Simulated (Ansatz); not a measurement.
# Geometry relaxation of Ta$_{4}$N (part 2 of 2)

Continued. System: Ta$_{4}$N (slab, 5 atoms in the cell). Method: DFT PBEsol, scalar-relativistic, plane waves, PAW, PAW set soft_1, no spin polarisation (Ansatz 0.2.0); cutoff 420 eV, 9×7×1 k-mesh, Gaussian smearing of 0.1 eV. The structure derives from an entry of the Crystallography Open Database. The input holds or restrains some coordinates. Forces given for the steps count only the free coordinates.

Geometry of the input (Å; fractional positions):
```
2.9525  0.0000  0.0000
0.0000  4.1754  0.0000
0.0000  0.0000  19.7503
Ta 0.5000  0.5000  0.2025
Ta 0.0000  0.0000  0.2773
Ta 0.5000  0.5000  0.3560
Ta 0.0000  0.0000  0.4177
N  0.3333  0.1000  0.5018
```

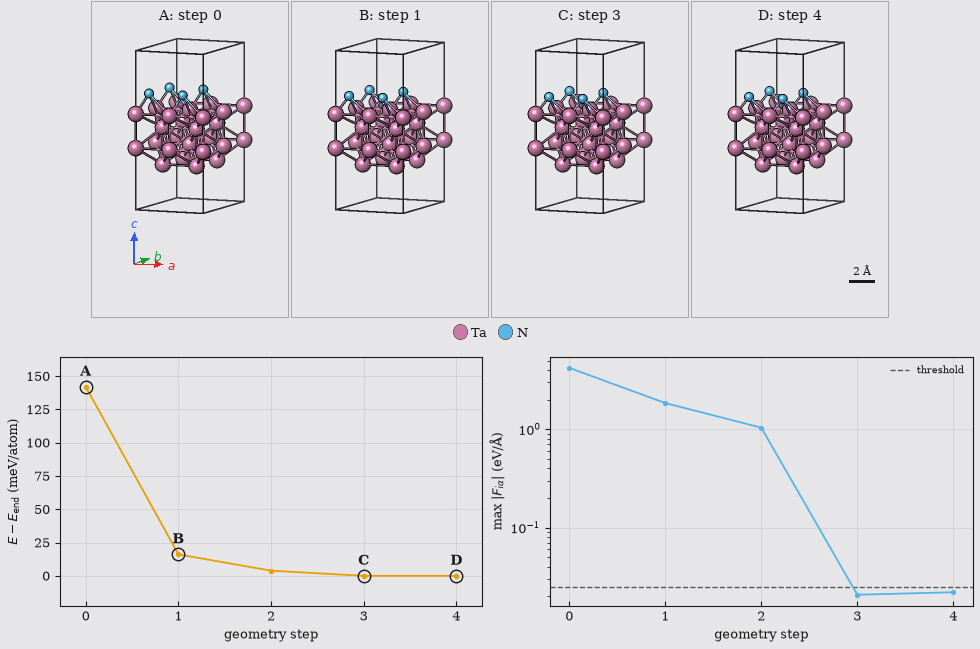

Fig. 1: Frames of the restrained relaxation (ball-and-stick view of the 2 × 2 repeat of the cell, with the vacuum cut short, seen slightly off an axis) above the curves, on which the letters mark them (the first geometry is step 0 here and step 1 in the log).

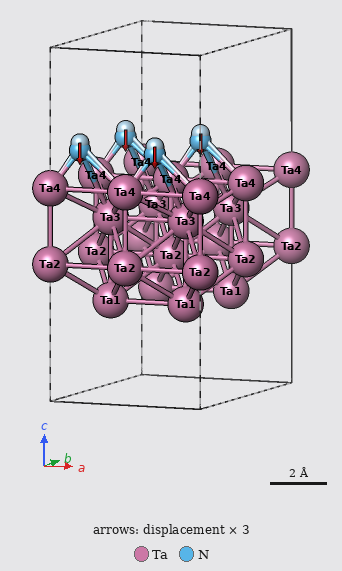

Fig. 2: Start (faint) and end (solid) with the displacements as red arrows, magnified 3 times (ball-and-stick view of the 2 × 2 repeat of the cell, with the vacuum cut short, seen slightly off an axis). N5 moves most: 0.28 Å. Ta stays in place. The lattice vectors keep their values. Among the contacts that change: Ta3–N5 3.365 → 3.131 Å, Ta4–N5 1.974 → 1.748 Å. Among the angles that change: Ta4–N5–Ta4 78.9° → 88.0°, Ta3–N5–Ta4 57.2° → 63.8°, Ta3–N5–Ta4 54.9° → 59.6°. After 4 geometry steps the energy has fallen by 142 meV per atom. The largest force component goes from 4.2 to 0.022 eV/Å. (Atoms are counted from 1 in the order of the input.)

```
WARN: The output density's exchange-correlation potential varies sharply where the density is thin. Do not read a vacuum level from v_tot or v_xc, or from such a field of the output density. On a cell that repeats whose density bears no net charge and no dipole along the vacuum's axis use v_es (v_loc + v_h of the components); under efield.dipole_correction with no amplitude use v_es + v_field, which holds any external_charges[].barrier, or the levels of the report's work_function block, which leave it out; under a non-zero efield.amplitude the vacuum is tilted and has no level; on a cell that repeats and bears such a dipole with no correction it is tilted too, and efield.dipole_correction with no amplitude gives each side of its ramp a level where efield: is served; in a cell that repeats whose density bears a net charge (total_charge, or a fill off its count) it is curved and has none; of a slab under crystal.periodic whose density bears no net charge use v_es, which has a level on each side, short of where the two are joined; of another it falls or rises all the way out and has none; of a slab beside external_charges read slab_vacuum_level instead, which it has where they leave it neutral. The grid or the basis barely resolves most such structure, and the values can differ between equally converged runs; as a rule a tighter scf.convergence.dr2_threshold does not remove it. Where the density itself ripples (under the LDA too) a higher basis.ecutwfc lessens it. The files hold the spikes' plane waves up to the density's cutoff. Files: v_tot_of_output_density and the like, and their columns of v_z.tsv (output.write_potential); v_xc_of_output_density and the like, and their columns of v_comp_z.tsv (output.write_potential_components). Measured: with its Gaussian average of σ = 0.25 Å subtracted twice, the exchange-correlation potential is over 0.1 eV at 47 of the grid points where the equally averaged density (valence and model cores) is under 1e-3 e/Å³, and 0.197 eV at the most among them, at an averaged density of 9.7e-4 e/Å³. The input density's (outcome.potential() and, of a run that writes arrays, v_tot and v_xc) is over 0.1 eV, so measured, at 124 points of its own thin density, 0.196 eV at the most. See output.write_potential in the manual, Limitations
SCF converged after 4 iterations
Free energy (F): -39602.431123 eV
Harris-Foulkes:  -39602.431123 eV  (|F-HF|=1.90e-8)
Internal energy: -39602.402085 eV  (E = F + TS)
E sigma→0 (E₀):  -39602.416604 eV
Entropy (-TS):   -0.029038 eV (-5.808 meV/atom)
Fermi energy:    2.115090 eV
Dipole field:    D = -0.166161 V/Å  (p = -0.223575 e·Å, saw-weighted, corrected)
Work function:   Φ+ = 7.1099 eV   Φ− = 3.8281 eV
Levels:          The Fermi level and band energies are counted from a zero that moves with the ramp; work functions are not
--- Per-component energies (eV) ---
  E_band       = -1315.829855
  E_kinetic    = 1692.543876
  E_local      = -38429.295809  (includes V_loc(G=0)·N_el)
  E_nonlocal   = 3.009075
  E_hartree    = 18430.512590
  E_xc         = -1327.503964
  E_vxc        = -999.908183  (∫ρ·V_xc dr)
  E_paw        = -32847.432442  (= ΣΔE_a)
  E_vpaw       = -438.859260  (= ΣTr[D̂ρ^β])
  E_aug_tail   = 0.001187  (compensation charges beyond the density's cutoff)
  E_efield     = 0.018575  (sawtooth field / dipole correction)
  E_vefield    = -4.353798  (∫n·V_field dr)
  E_ewald      = 12874.861877
  E_core_change = 0.882950  (= ΣΔE_core)
  E_smearing   = -0.029038  (= −TS)
  E_closure    = -0.000000  (closes the sum)
  Σ components = -39602.431123   (vs F -39602.431123, Δ=0.00e0)
--- Forces (eV/Å), atoms counted from 1 ---
  atom   1  Ta    -0.10311799     0.01044808     1.76478072
  atom   2  Ta     0.35104768     0.00841464    -1.80432916
  atom   3  Ta    -0.16385401     0.11431326    -1.95306842
  atom   4  Ta    -3.50609990    -0.63543965     2.01458645
  atom   5  N      3.42202259     0.50218715    -0.02195189
  max |Σ_I F_I| component: 7.65e-5 eV/Å
--- Band table (eV; the first three rows and the last of 32) ---
  k-point 0: bands = ["-65.9054", "-65.4502", "-65.3414", "-64.9256", "-32.5144", "-32.5087", "-32.2386", "-32.1612", "-31.9757", "-31.9599", "-31.7833", "-31.6801", "-31.5758", "-31.4850", "-31.2810", "-31.1948", "-10.7321", "-4.9782", "-2.7242", "-2.0432", "-1.4567", "-0.8410", "-0.3629", "0.0438", "0.9517", "1.3898", "1.5805", "1.9909", "2.0836", "2.7472", "2.8538", "3.0593", "4.1569", "4.4088", "4.4820"]
  k-point 1: bands = ["-65.9049", "-65.4489", "-65.3416", "-64.9271", "-32.5567", "-32.4667", "-32.3275", "-32.0461", "-32.0010", "-31.9671", "-31.7710", "-31.6649", "-31.5677", "-31.4867", "-31.2997", "-31.2118", "-10.7160", "-4.7462", "-2.6789", "-2.0039", "-1.5170", "-0.8904", "-0.4066", "0.1374", "0.9483", "1.3945", "1.5891", "2.0378", "2.4957", "2.6510", "2.9099", "3.0634", "3.6171", "4.3085", "4.4858"]
  k-point 2: bands = ["-65.9039", "-65.4461", "-65.3422", "-64.9304", "-32.5920", "-32.4844", "-32.3378", "-32.0735", "-31.9560", "-31.9222", "-31.7395", "-31.6340", "-31.5600", "-31.4926", "-31.3417", "-31.2520", "-10.6806", "-4.0940", "-2.5766", "-2.0284", "-1.6939", "-1.0010", "-0.3460", "0.3431", "1.0265", "1.3502", "1.7647", "2.0295", "2.5579", "2.9758", "3.0773", "3.1760", "3.3039", "3.8787", "4.1270"]
  k-point 31: bands = ["-65.8712", "-65.4110", "-65.3096", "-64.8976", "-32.5622", "-32.5256", "-32.3746", "-32.3096", "-32.2105", "-32.1009", "-31.9312", "-31.8482", "-31.7871", "-31.6824", "-31.4721", "-31.4185", "-10.2764", "-2.2347", "-1.7420", "-1.5476", "-1.1577", "-0.7703", "-0.5188", "0.2309", "0.3283", "0.6842", "0.8348", "1.8269", "2.1325", "2.5264", "3.3499", "3.5928", "4.2790", "4.9130", "5.0649"]
--- Relaxed structure (5 steps of the walk, 5 accepted, 0 SCFs on fresh bases) ---
  F+E_penalty+E_count = -39602.43112286 eV   max|allowed force component| = 2.195e-2 eV/Å
  atoms:
    - { symbol: Ta, position: [0.5, 0.5, 0.20252847729999998] }
    - { symbol: Ta, position: [0.0, 0.0, 0.2772728869] }
    - { symbol: Ta, position: [0.5, 0.5, 0.356012854] }
    - { symbol: Ta, position: [0.0, 0.0, 0.4177306278] }
    - { symbol: N, position: [0.3333333333, 0.09999999999999999, 0.48774251077993946] }
```

Trajectory as extended XYZ (Å, eV, eV/Å), 5 frames, from step=1 to step=5
```
5
Lattice="2.9525 0.0000 0.0000 0.0000 4.1754 0.0000 0.0000 0.0000 19.7503" Properties=species:S:1:pos:R:3:forces:R:3 step=1 energy=-39601.72102
Ta    1.4762    2.0877    4.0000   -0.0618   0.0367   1.7387
Ta    0.0000    0.0000    5.4762    0.2634  -0.0712  -1.7326
Ta    1.4762    2.0877    7.0314   -0.1925   0.0611  -1.5292
Ta    0.0000    0.0000    8.2503   -0.1666   0.6736   5.7336
N     0.9841    0.4175    9.9103    0.1573  -0.7004  -4.2117
5
Lattice="2.9525 0.0000 0.0000 0.0000 4.1754 0.0000 0.0000 0.0000 19.7503" Properties=species:S:1:pos:R:3:forces:R:3 step=2 energy=-39602.35045
Ta    1.4762    2.0877    4.0000   -0.0932   0.0173   1.7478
Ta    0.0000    0.0000    5.4762    0.3253  -0.0098  -1.7544
Ta    1.4762    2.0877    7.0314   -0.1665   0.1033  -1.8511
Ta    0.0000    0.0000    8.2503   -2.1087  -0.0521   3.7034
N     0.9841    0.4175    9.7153    2.0431  -0.0587  -1.8463
5
Lattice="2.9525 0.0000 0.0000 0.0000 4.1754 0.0000 0.0000 0.0000 19.7503" Properties=species:S:1:pos:R:3:forces:R:3 step=3 energy=-39602.41186
Ta    1.4762    2.0877    4.0000   -0.1066   0.0081   1.7737
Ta    0.0000    0.0000    5.4762    0.3627   0.0151  -1.8345
Ta    1.4762    2.0877    7.0314   -0.1643   0.1163  -1.9932
Ta    0.0000    0.0000    8.2503   -4.3297  -0.9906   1.0165
N     0.9841    0.4175    9.5944    4.2383   0.8522   1.0376
5
Lattice="2.9525 0.0000 0.0000 0.0000 4.1754 0.0000 0.0000 0.0000 19.7503" Properties=species:S:1:pos:R:3:forces:R:3 step=4 energy=-39602.43112
Ta    1.4762    2.0877    4.0000   -0.1032   0.0102   1.7654
Ta    0.0000    0.0000    5.4762    0.3510   0.0091  -1.8048
Ta    1.4762    2.0877    7.0314   -0.1636   0.1126  -1.9539
Ta    0.0000    0.0000    8.2503   -3.5069  -0.6341   2.0139
N     0.9841    0.4175    9.6331    3.4224   0.5027  -0.0207
5
Lattice="2.9525 0.0000 0.0000 0.0000 4.1754 0.0000 0.0000 0.0000 19.7503" Properties=species:S:1:pos:R:3:forces:R:3 step=5 energy=-39602.43112
Ta    1.4762    2.0877    4.0000   -0.1031   0.0104   1.7648
Ta    0.0000    0.0000    5.4762    0.3510   0.0084  -1.8043
Ta    1.4762    2.0877    7.0314   -0.1639   0.1143  -1.9531
Ta    0.0000    0.0000    8.2503   -3.5061  -0.6354   2.0146
N     0.9841    0.4175    9.6331    3.4220   0.5022  -0.0220
```

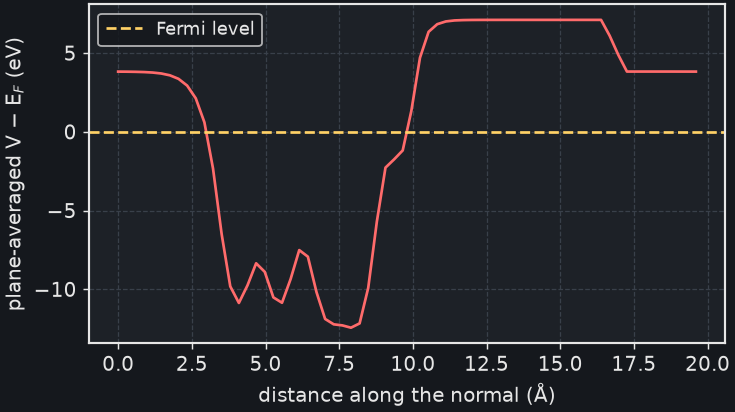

Fig. 3: Plane average of the electrostatic potential energy of an electron across the cell, from the Fermi level. The vacuum level lies 7.11 eV above the Fermi level on the upper side and 3.83 eV on the lower.

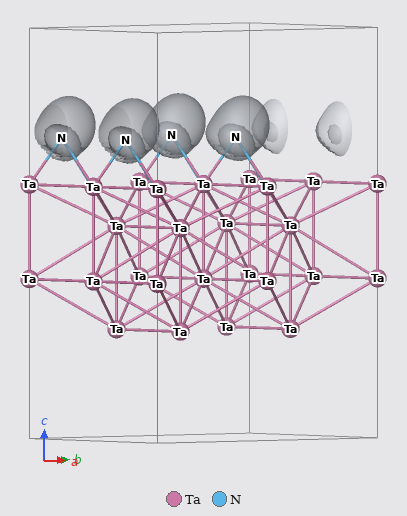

Fig. 4: Isosurface of the electron localisation function at 0.75 (grey), seen at an oblique angle. Only the valence region is drawn (cores and ρ < 0.01 e/Å³ removed). Sticks mark near contacts. Along the contacts the grid gives the following. Ta–N (1.75 Å): the ELF peaks at about 0.80 in the valence shell of N, 0.5 Å from its nucleus, and drops to about 0.45 between the two atoms. Ta–Ta (2.77 Å): the ELF is about 0.25 at the midpoint (no localised pair between them). The fields are those of the smooth PAW valence density.

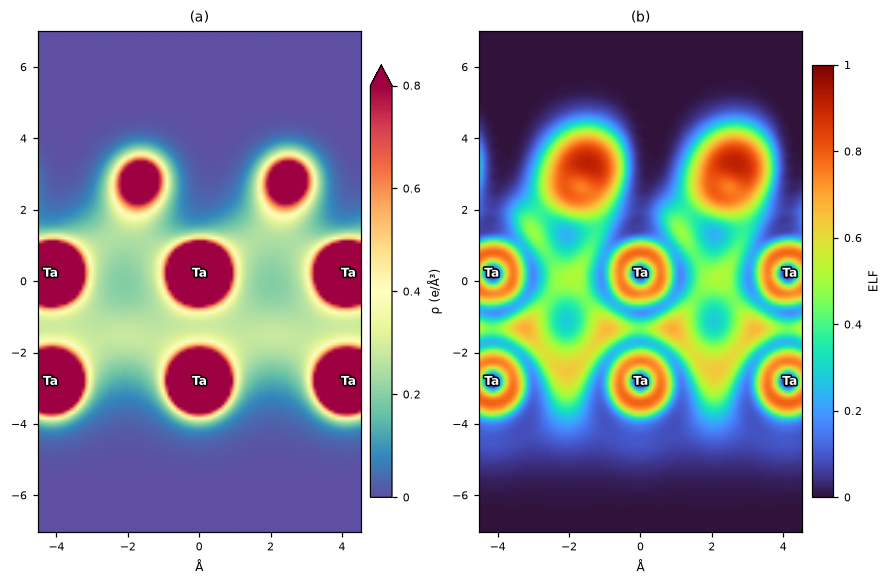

Fig. 5: (a) valence charge density (pseudo); (b) electron localisation function on the (100) plane of the calculation cell, a cut from vacuum to vacuum. Atoms in the plane: Ta. The density dies away to nearly zero in the vacuum. The strong features right at Ta lie inside the PAW spheres (semicore, d or f shells) and say nothing about bonding.

Key numbers

| quantity | value |
| --- | --- |
| outcome | converged under the restraints of the input |
| electrons treated | 57 |
| free energy | −39602.4311 eV |
| work function, top face | 7.11 eV |
| work function, bottom face | 3.83 eV |
| Fermi energy | 2.115 eV |
| gap on the k-point mesh | none (metallic) |
| final volume | 243.47 Å³ |
| work function (upper face) | 7.11 eV |
| largest force (length of the vector) at the end, held atoms and coordinates included | 4.093 eV/Å |
| hardware | 2 threads of Arm Neoverse V2, 24 GiB of memory available, shared host |
| wall time | 59 s (CPU time 1.9 min) |
| peak memory | 0.55 GiB |

Notes

The program warns: the PAW datasets were made with another functional; the exchange-correlation potential is rough where the density is thin. Spin–orbit coupling is left out, which matters for Ta. The cell holds an odd number of electrons but the run has no spin polarisation, so a band is left half filled.
